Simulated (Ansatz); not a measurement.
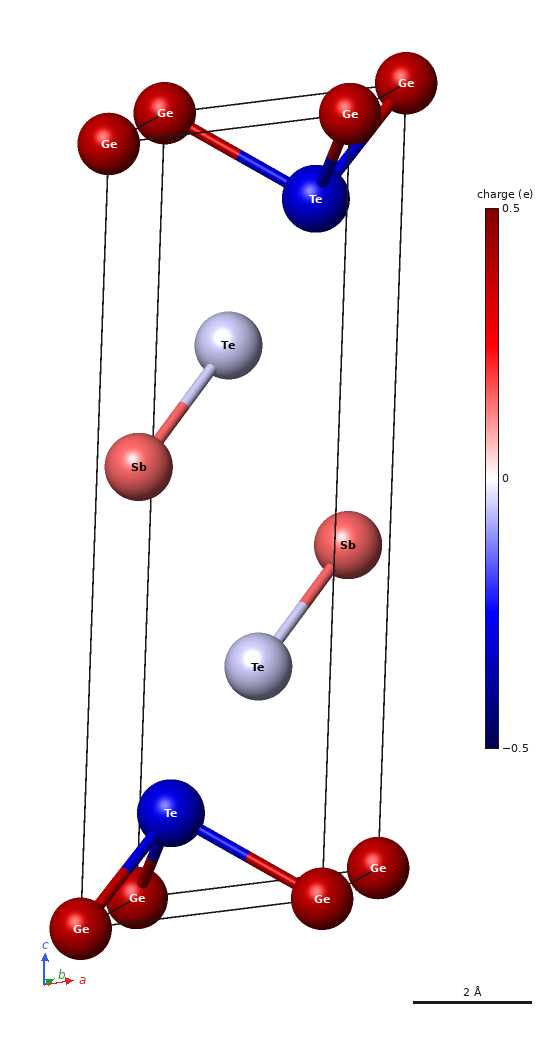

The image is a ball-and-stick drawing of a crystal, viewed slightly off an axis. One cell (the run's own, in a reduced setting) is framed, with atoms on its boundary repeated. The atoms of this GeSb2Te4 cell are coloured by their Bader charge.

Theory: DFT PBE, scalar-relativistic, plane waves, PAW (Ansatz 0.2.0). Numerical settings: plane waves up to 420 eV, k-points about 0.14 Å⁻¹ apart, Gaussian smearing of 0.1 eV, no spin polarisation.

Give the charges by element.

Answer. Most positive: Ge; most negative: Te. Charges: about Ge +0.4 e; Sb +0.1 e; Te -0.3 to 0.0 e.

The structure comes from a structure listed in the Materials Project. Earlier steps of the study may have refined or changed the cell and positions. It was the input of a calculation with Ansatz.
